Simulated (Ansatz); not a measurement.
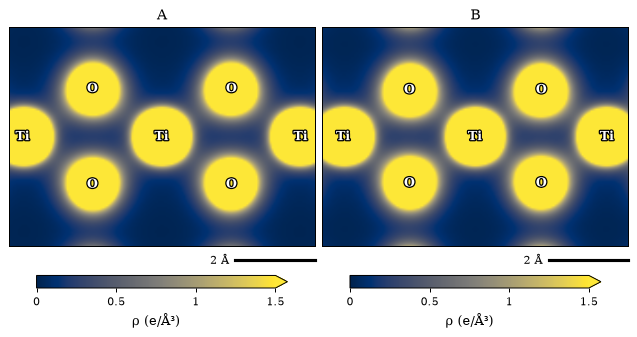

TiO$_{2}$. The valence pseudo-density of two cells that differ in size and shape, on the (11̄0) plane of each (indices in the axes of the calculation cell), at one length scale and on one colour scale; one has 8.5 and the other 9.7 Å³ an atom.

Level of theory: DFT, r2SCAN, plane waves, PAW (Ansatz).

The density is the valence pseudo-density of a PAW calculation; it isn't the true density close to the nuclei.

Question: Which panel shows the smaller cell, and what does the compression change?

Answer: Panel B is the smaller cell, by 12 % in volume. From the larger cell to the smaller, Ti–O goes from 2.11 to 2.02 Å, and the density at its midpoint from 0.5 to 0.61 e/Å³; the pressure goes from −12 to 26 GPa; the Kohn–Sham gap goes from 1.1 eV to 1.6 eV.
